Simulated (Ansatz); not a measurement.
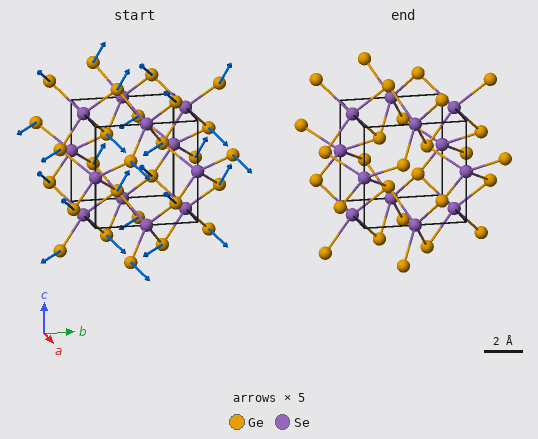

The structure of crystalline Ge4Se3 (a generated structure, set up in P-43m) (coarse preliminary run) before (left) and after (right) a relaxation, at one scale. The blue arrows give the displacements (the part carried along by the change of the cell is left out), 5 times their true length.

A ball-and-stick model of the cell of the calculation, seen slightly off an axis.

Computed with DFT PBE, scalar-relativistic, plane waves, PAW in Ansatz. Settings: plane-wave cutoff 420 eV; k-point mesh 4 × 4 × 4; occupations gaussian; smearing width 0.1 eV; no spin polarisation; cell and atoms relaxed; force threshold 0.04 eV/Å; at most 70 steps.

Summarise the run.

Over 3 accepted moves (4 points after the start) the energy falls by 182 meV per atom. The largest force component goes from 1.1 to 0.014 eV/Å. Pressure: 7.53 GPa at the start and −0.10 GPa at the end. At 1 point the geometry stayed and the basis and grid were re-selected for the new cell (energy shift of less than 0.05 meV per atom at most each time). The largest moves relative to the cell, 0.30 Å, are those of Ge atoms. Se stays in place. Cell: a = b = c 5.564 → 5.545 Å (−0.3 %). Volume −1.0 %. Among the contacts that change: Ge–Se 2.518 → 2.651 Å. Among the angles between lasting bonds that change: Ge–Se–Ge 121.6° → 133.3°, Se–Ge–Se 102.8° → 95.4°, Ge–Se–Ge 103.8° → 99.0°. The space group stays P-43m (No. 215).
